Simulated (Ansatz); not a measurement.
## SnSe2: single-point calculation

- system: SnSe2 (3 atoms in the cell)
- method: DFT, r2SCAN, plane waves, PAW, no spin polarisation (Ansatz 0.2.0)

The structure derives from an entry of the Crystallography Open Database. The geometry comes from this level: r2scan-rvv10. Figures and captions count atoms from 1; the log counts them from 0 in places.

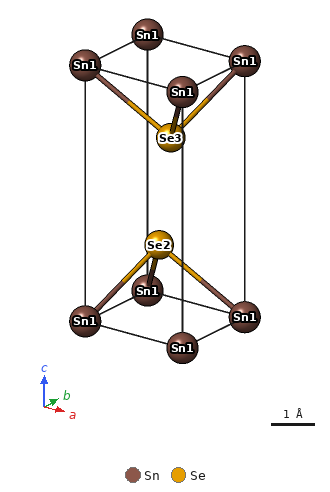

**Figure 1.** The structure as given in the input (ball-and-stick view of the cell of the calculation, seen slightly off an axis; atoms are numbered from 1 in the order of the input). Near neighbours in the crystal (not all of them lie inside the picture): Sn has 6 Se at 2.71 Å; Se has 3 Sn at 2.71 Å.

Results in brief

- outcome: converged
- space group (tolerance 0.01 Å): P-3m1 (164)
- electrons treated: 46
- free energy: −16996.1604 eV
- Fermi energy: 7.501 eV
- gap on the k-point mesh: 1.01 eV
- pressure: 0.93 GPa
- largest force (length of the vector): 0.029 eV/Å
- hardware: 2 threads of Intel Xeon @ 2.50GHz (Skylake/Cascade Lake), 189 GiB of memory available, shared host
- wall time: 23 s (CPU time 34 s)
- peak memory: 0.64 GiB

Input file
```yaml
crystal:
  lattice:
    - [3.825163839, 0.0, 0.0]
    - [-1.9125819195, 3.3126890582, 0.0]
    - [0.0, 0.0, 6.2270560798]
  atoms:
    - { symbol: Sn, position: [0.0, 0.0, 0.0] }
    - { symbol: Se, position: [0.3333333333, 0.6666666667, 0.2530760463] }
    - { symbol: Se, position: [0.6666666667, 0.3333333333, 0.7469239537] }
kpoints:
  mp_grid: { grid: [12, 12, 4] }
  band_path:
    path:
      - [0.0, 0.0, 0.0]
      - [0.5, 0.0, 0.0]
      - [0.3333333333, 0.3333333333, 0.0]
      - [0.0, 0.0, 0.5]
      - [0.5, 0.0, 0.5]
      - [0.3333333333, 0.3333333333, 0.5]
      - [-0.088542, 0.171875, 0.0]
      - [0.0, 0.458333, 0.34375]
    npoints: 1
hamiltonian:
  xc: r2scan
scf:
  occupations: { method: fixed }
  n_extra_bands: 4
output:
  forces: true
  stress: true
  eigenvalues: true
```

Launch command:
```bash
ansatz run input.yaml --threads 2 --pin off --max-ram 3686MiB --backend cpu --events-out ev --progress --plain --runs-dir out
```

What the program printed
```
scf.n_extra_bands = 4 over 23 filled bands (N_el = 46.0): the run solves 27 bands
Engine: ansatz 0.2.0, x86_64-unknown-linux-gnu
Pseudopotentials: kind: paw
Pseudopotential: Sn, paw, valence charge 14, recommended cutoff 500 eV (meta_gga), Sn.paw.azcp
Pseudopotential: Se, paw, valence charge 16, recommended cutoff 500 eV (meta_gga), Se.paw.azcp
Functional definition: r2SCAN
  parameter k0 = 0.174
  parameter k1 = 0.065
  parameter a1 = 4.9479
  exchange = r2scan_x(k0 = k0, k1 = k1, a1 = a1)
  correlation = r2scan_c
Crystal: 3 atoms, lattice volume = 78.907 Å³
Basis set: ecut = 500 eV, 1985 PW (Γ), exchange–correlation on 120×120×192 points (64 copies of the dense FFT grid, shifted against one another)
Bands: 27, of which v1, the nominal top of the filled ones, is band 23 counted from 1 (22 counted from 0)
Symmetry: 12 space group operations
Space group: P-3m1 (ITA 164), of the structure as read, at distance tolerance 4.3e-5 Å
k-points: 69 of 576
Non-local potential: Sn, projectors of the file, l = 0: 2, l = 1: 2, l = 2: 2, l = 3: 2
Non-local potential: Se, projectors of the file, l = 0: 2, l = 1: 2, l = 2: 3, l = 3: 1
PAW form: soft (Blöchl's): semilocal exchange-correlation on the pseudo side does not see the compensation charge
PAW frozen core: Sn, regenerated for the run's functional (the file was generated under x = pbe(κ = 0.804, μ = 0.2195149727645171), c = pbe(β = 0.06672455060314922))
PAW frozen core: Se, regenerated for the run's functional (the file was generated under x = pbe(κ = 0.804, μ = 0.2195149727645171), c = pbe(β = 0.06672455060314922))
PAW one-centre angular grid: Sn, 590 points (default); XC on 249 of its mesh's 2787 points in the sphere
PAW one-centre angular grid: Se, 590 points (default); XC on 160 Gauss nodes
Initial density: superposition of atomic densities (neutral atoms: chi_scale 0, normalization atom), corrected by the library's trained network
Initial wavefunctions: pseudopotential atomic-orbital guess
Functional: x = r2scan, c = r2scan; τ floored in thin density (d = 2e-4 eV/Å³)
SCF iter   1: F=—  HF=-16996.146550 eV  |F-HF|=—  |Δ(HF+E_count)|=         —  Δρ=6.53e-3  dr2=5.59e-2  dr2_τ=6.93e-3  ethr=1.77e-3  ⟨swp⟩=5.0  Hψ=6839  notcnv=0  defer=130
preconditioner: auto → Resta (q_TF=auto, 2.494 Å⁻¹)  ε∞=2.7  [insulator: Δε(μ)=1.055 eV  Ē_g=16.355 eV  n_scr=22 (ndim 8)  ℏωp=21.3 eV  f_vac=0.077  ε∞_Penn≈2.7]
SCF iter   2: F=—  HF=-16996.159916 eV  |F-HF|=—  |Δ(HF+E_count)|=   1.34e-2  Δρ=3.01e-3  dr2=5.41e-3  dr2_τ=2.21e-4  ethr=1.22e-4  ⟨swp⟩=2.9  Hψ=3928  notcnv=0  defer=135
SCF iter   3: F=—  HF=-16996.160287 eV  |F-HF|=—  |Δ(HF+E_count)|=   3.70e-4  Δρ=1.16e-3  dr2=7.35e-4  dr2_τ=1.38e-5  ethr=1.18e-5  ⟨swp⟩=2.6  Hψ=3083  notcnv=0  defer=135
SCF iter   4: F=—  HF=-16996.160366 eV  |F-HF|=—  |Δ(HF+E_count)|=   7.95e-5  Δρ=2.31e-4  dr2=2.44e-5  dr2_τ=1.02e-6  ethr=1.60e-6  ⟨swp⟩=2.2  Hψ=2718  notcnv=0  defer=135
SCF iter   5: F=—  HF=-16996.160376 eV  |F-HF|=—  |Δ(HF+E_count)|=   9.44e-6  Δρ=6.98e-5  dr2=2.39e-6  dr2_τ=5.84e-8  ethr=5.30e-8  ⟨swp⟩=2.0  Hψ=3325  notcnv=0  defer=1
SCF iter   6: F=-16996.160377 eV  HF=-16996.160377 eV  |F-HF|=1.39e-8  |Δ(HF+E_count)|=   1.64e-6  Δρ=7.05e-6  dr2=4.29e-8  dr2_τ=5.95e-10  ethr=2.17e-10  ⟨swp⟩=6.1  Hψ=9980  notcnv=0
SCF 1 converged in 6 iterations: F = -16996.160377 eV  dr2 = 4.29e-8
  greatest PAW one-centre occupation: 1.000 electrons in one spin orbital (limit 2), on the Se atom at site 2 (counted from 0), in its partial waves of l = 2
NSCF: frozen V_eff on 8 k-points
SCF converged after 6 iterations
Free energy (F): -16996.160377 eV
Harris-Foulkes:  -16996.160377 eV  (|F-HF|=1.39e-8)
Internal energy: -16996.160377 eV  (E = F + TS)
E sigma→0 (E₀):  -16996.160377 eV
Fermi energy:    7.501452 eV
--- Per-component energies (eV) ---
  E_band       = -907.842901
  E_kinetic    = 424.679242
  E_local      = -6107.496133  (includes V_loc(G=0)·N_el)
  E_nonlocal   = -1221.992763
  E_hartree    = 3126.425405
  E_xc         = -569.664400
  E_vxc        = -313.836306  (∫ρ·V_xc dr)
  E_paw        = -8014.909854  (= ΣΔE_a)
  E_vpaw       = 41.268858  (= ΣTr[D̂ρ^β])
  E_aug_tail   = -0.000420  (compensation charges beyond the density's cutoff)
  E_vtau       = 16.690859  (kinetic-family band-sum trace: ∫τ·v_τ [+ j·A + Jᵃ·Aᵃ] dr)
  E_ewald      = -4630.407233
  E_core_change = -2.794221  (= ΣΔE_core)
  E_smearing   = -0.000000  (= −TS)
  E_closure    = 0.000000  (closes the sum)
  Σ components = -16996.160377   (vs F -16996.160377, Δ=0.00e0)
--- Forces (eV/Å), atoms counted from 1 ---
  atom   1  Sn    -0.00000000    -0.00000000     0.00000000
  atom   2  Se    -0.00000000    -0.00000000    -0.02879159
  atom   3  Se     0.00000000     0.00000000     0.02879159
  max |Σ_I F_I| component: 7.89e-31 eV/Å
--- Stress (GPa, compression-positive) ---
        0.940079       0.000000       0.000000
       -0.000000       0.940079      -0.000000
        0.000000      -0.000000       0.907992
  P = ⅓ Tr σ = 0.9294 GPa (9.294 kbar)
--- Band table (eV; the first three rows and the last of 69) ---
  k-point 0: bands = ["-40.0165", "-40.0165", "-40.0165", "-40.0165", "-39.9905", "-39.9905", "-39.9899", "-39.9899", "-39.9787", "-39.9785", "-14.4307", "-14.4307", "-14.3868", "-14.3768", "-14.3768", "-6.7627", "-5.0731", "1.3316", "6.9162", "6.9162", "7.1948", "7.1948", "7.3899", "8.9407", "11.0805", "12.5636", "12.5636"]
  k-point 1: bands = ["-40.0165", "-40.0165", "-40.0165", "-40.0165", "-39.9904", "-39.9904", "-39.9900", "-39.9900", "-39.9787", "-39.9785", "-14.4307", "-14.4307", "-14.3867", "-14.3768", "-14.3768", "-6.6789", "-5.2407", "1.7437", "6.2843", "6.8558", "6.8558", "7.2839", "7.2839", "9.7732", "11.0703", "12.4274", "12.4274"]
  k-point 2: bands = ["-40.0165", "-40.0165", "-40.0165", "-40.0165", "-39.9903", "-39.9903", "-39.9901", "-39.9901", "-39.9787", "-39.9786", "-14.4307", "-14.4307", "-14.3867", "-14.3768", "-14.3768", "-6.5753", "-5.4230", "2.2709", "5.3830", "6.8140", "6.8140", "7.3550", "7.3550", "10.3230", "11.0178", "12.2985", "12.2985"]
  k-point 68: bands = ["-40.0161", "-40.0161", "-40.0161", "-40.0161", "-39.9904", "-39.9903", "-39.9903", "-39.9903", "-39.9782", "-39.9782", "-14.4491", "-14.4491", "-14.3766", "-14.3766", "-14.3555", "-4.6645", "-4.6645", "0.1870", "3.3723", "3.3723", "3.8201", "7.0921", "7.0921", "10.1254", "12.5463", "12.5463", "14.0334"]
```

File bands.tsv
```
# k_distance	band_0	band_1	band_2	band_3	band_4	band_5	band_6	band_7	band_8	band_9	band_10	band_11	band_12	band_13	band_14	band_15	band_16	band_17	band_18	band_19	band_20	band_21	band_22	band_23	band_24	band_25	band_26
# fermi_ev = 7.501452
# lock_threshold_ev = 1e-6
# [0, 0, 0] at k_distance = 0.000000
# [0.5, 0, 0] at k_distance = 0.948351
# [0.3333333333, 0.3333333333, 0] at k_distance = 1.495882
# [0, 0, 0.5] at k_distance = 2.701572
# [0.5, 0, 0.5] at k_distance = 3.649923
# [0.3333333333, 0.3333333333, 0.5] at k_distance = 4.197454
# [-0.088542, 0.171875, 0] at k_distance = 5.308142
# [0, 0.458333, 0.34375] at k_distance = 6.039547
# levels_relative_to = fermi_ev
# free_energy_ev = -16996.160377
# largest_residual_norms_ev = 4.028e-4 6.303e-4 4.174e-4 4.732e-4 3.956e-4 4.404e-4 4.381e-4 3.839e-4 3.921e-4 3.430e-4 6.995e-4 8.003e-4 6.325e-4 7.481e-4 8.432e-4 4.869e-4 5.449e-4 1.767e-3 2.068e-3 2.395e-3 2.107e-3 1.017e-3 1.252e-3 1.257e-3 1.288e-3 1.455e-3 2.637e-3
0.000000	-47.517957	-47.517957	-47.517913	-47.517913	-47.491941	-47.491941	-47.491352	-47.491352	-47.480198	-47.479960	-21.932116	-21.932116	-21.888217	-21.878203	-21.878203	-14.264197	-12.574556	-6.169872	-0.585301	-0.585301	-0.306625	-0.306625	-0.111573	1.439217	3.579046	5.062150	5.062150
0.948351	-47.517956	-47.517823	-47.517286	-47.517266	-47.492042	-47.491996	-47.491628	-47.491387	-47.479777	-47.479703	-21.989650	-21.909205	-21.901052	-21.858582	-21.854086	-12.630758	-12.093710	-7.156211	-4.412044	-2.934078	-2.539915	-1.228081	-0.277704	1.405683	4.266868	5.778166	5.855866
1.495882	-47.517647	-47.517507	-47.517507	-47.517490	-47.492190	-47.491784	-47.491784	-47.491354	-47.479700	-47.479700	-21.950461	-21.950461	-21.878063	-21.878063	-21.857014	-12.178938	-12.178938	-7.385021	-3.603786	-3.603785	-3.306978	-1.551253	-1.551253	1.515963	6.876877	6.876877	7.605318
2.701572	-47.517938	-47.517938	-47.517932	-47.517932	-47.491722	-47.491722	-47.491568	-47.491568	-47.480108	-47.480050	-21.932113	-21.932113	-21.888108	-21.878213	-21.878213	-14.076781	-12.924452	-5.230568	-2.118482	-0.687427	-0.687427	-0.146434	-0.146434	2.821533	3.516300	4.797028	4.797028
3.649923	-47.517919	-47.517859	-47.517314	-47.517240	-47.491889	-47.491797	-47.491692	-47.491691	-47.479739	-47.479728	-21.989841	-21.909240	-21.901110	-21.858585	-21.853996	-12.529554	-12.178446	-7.290466	-4.867060	-2.360224	-2.005404	-0.825001	-0.673325	1.011788	4.651510	5.190933	6.323951
4.197454	-47.517586	-47.517551	-47.517506	-47.517506	-47.491840	-47.491792	-47.491792	-47.491705	-47.479692	-47.479692	-21.950584	-21.950584	-21.878079	-21.878079	-21.856934	-12.165940	-12.165940	-7.314501	-4.129124	-4.129124	-3.681395	-0.409380	-0.409380	2.623984	5.044863	5.044863	6.531899
5.308142	-47.517929	-47.517916	-47.517824	-47.517784	-47.491956	-47.491933	-47.491433	-47.491358	-47.480118	-47.479903	-21.941581	-21.925263	-21.883320	-21.882792	-21.876779	-14.042386	-12.432193	-6.122529	-2.175456	-1.820336	-0.627553	-0.448364	0.000105	2.531613	4.561697	4.673232	5.527134
6.039547	-47.517934	-47.517846	-47.517322	-47.517254	-47.491948	-47.491843	-47.491727	-47.491539	-47.479761	-47.479720	-21.988734	-21.909312	-21.900787	-21.859237	-21.854608	-12.613336	-12.146540	-7.238024	-4.681494	-2.381385	-2.221718	-0.871784	-0.581959	0.916254	4.687789	5.744723	6.402006
```

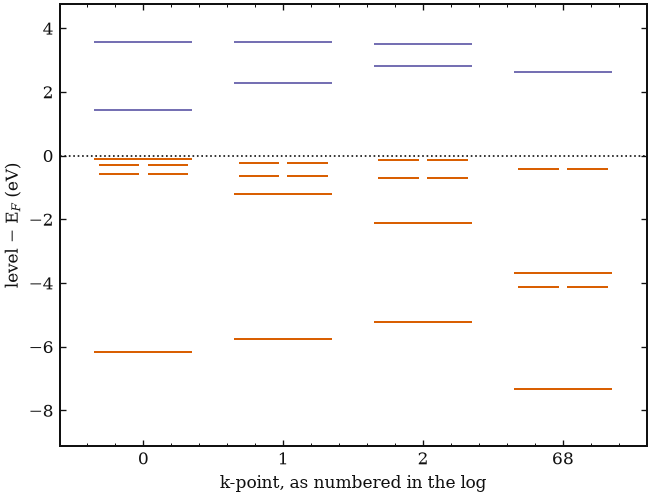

**Figure 2.** Kohn–Sham levels near the Fermi level (dotted) at the few k-points that the log prints; levels within 0.02 eV of each other stand side by side. Among these points the highest filled and lowest empty levels are 1.55 eV apart; the gap on the full mesh, 1.01 eV, has an edge at a point that isn't printed.
